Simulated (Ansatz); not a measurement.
Consider Al4Cu.

The calculation's input:

```
crystal:
  lattice:
    - [-1.4165762, 1.4165762, 9.5563294]
    - [1.4165762, -1.4165762, 9.5563294]
    - [1.4165762, 1.4165762, -9.5563294]
  atoms:
    - { symbol: Al, position: [0.588035, 0.588035, 0.0] }
    - { symbol: Al, position: [0.196075, 0.196075, 0.0] }
    - { symbol: Al, position: [0.803925, 0.803925, 0.0] }
    - { symbol: Al, position: [0.411965, 0.411965, 0.0] }
    - { symbol: Cu, position: [0.0, 0.0, 0.0] }
basis:
  ecutwfc: 420
kpoints:
  mp_grid: { grid: [18, 18, 18] }
  band_path:
    path:
      - [[0.0, 0.0, 0.0], [0.0, 0.0, 0.5], [0.25, 0.25, 0.25], [0.0, 0.5, 0.0], [0.0, 0.0, 0.0], [0.5, 0.5, -0.5], [0.25549336, 0.74450664, -0.25549336]]
      - [[-0.25549336, 0.25549336, 0.25549336], [0.0, 0.0, 0.0]]
      - [[0.0, 0.0, 0.5], [-0.01098671, 0.01098671, 0.5]]
      - [[0.5, 0.5, -0.01098671], [0.5, 0.5, -0.5]]
    npoints: 14
hamiltonian:
  xc: pbe
scf:
  occupations: { method: gaussian, width: 0.1 }
  n_extra_bands: 12
output:
  forces: true
  stress: true
  eigenvalues: true
  populations: true
  dos: { projected: true, de: 0.02, nscf_kmesh: { grid: [22, 22, 22] } }
  bader: true
  write_density: true
  write_potential: true
  elf: true
  volumetric_format: npy
```

Run with:

```sh
ansatz run input.yaml --threads 1 --pin off --max-ram 3072MiB --backend cpu --events-out ev --progress --plain --runs-dir out
```

Below, planes, directions and counts refer to the conventional cell (a = 2.83 Å, b = 2.83 Å, c = 19.11 Å, α = 90.00°, β = 90.00°, γ = 90.00°).

Space group I4/mmm; a structure generated by program, which may or may not match a known phase; computed without spin polarisation.

All numbers below come from DFT PBE, scalar-relativistic, plane waves, PAW in Ansatz 0.2.0.

### What will maps of the valence pseudo-density and electron localisation function show?

Al–Al (2.83 Å): ρ at the midpoint is about 0.21 e/Å³; the ELF peaks at about 0.60 between the atoms.
Cu–Cu (2.83 Å): ρ is about 0.21 e/Å³ halfway; the ELF is about 0.25 at the midpoint; no localised pair shows between them.
Bader's partition of the density gives Al +0.01 to +0.54 and Cu −1.11 e.

### Metal or insulator at this level of theory?

It is metallic or semimetallic at this level of theory: no gap opens.

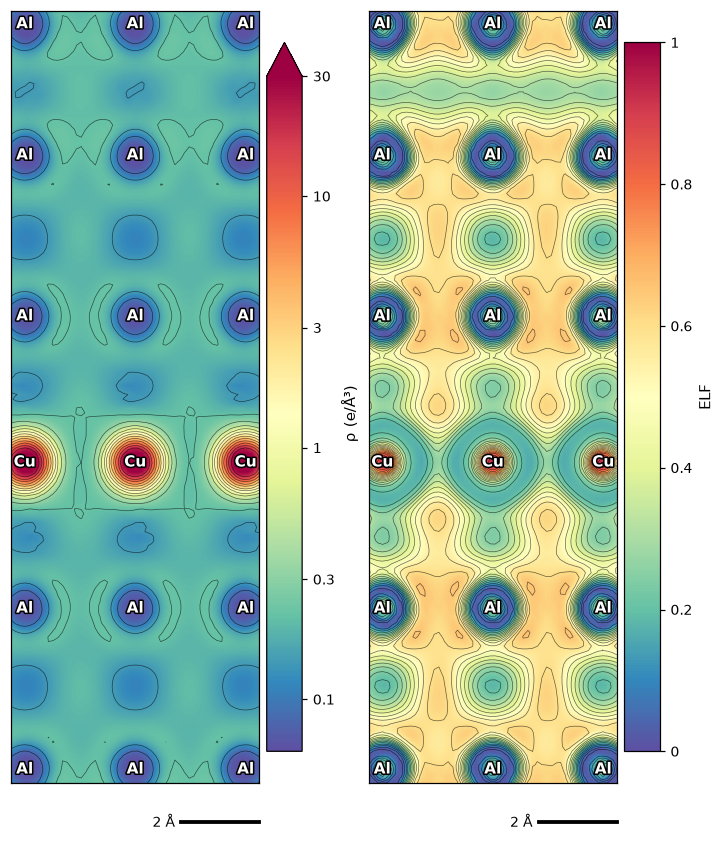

Computed valence pseudo-density and electron localisation function on the (100) plane of the conventional cell, in this order. 

In a PAW calculation such maps are meaningful between the atoms, not at the nuclei.
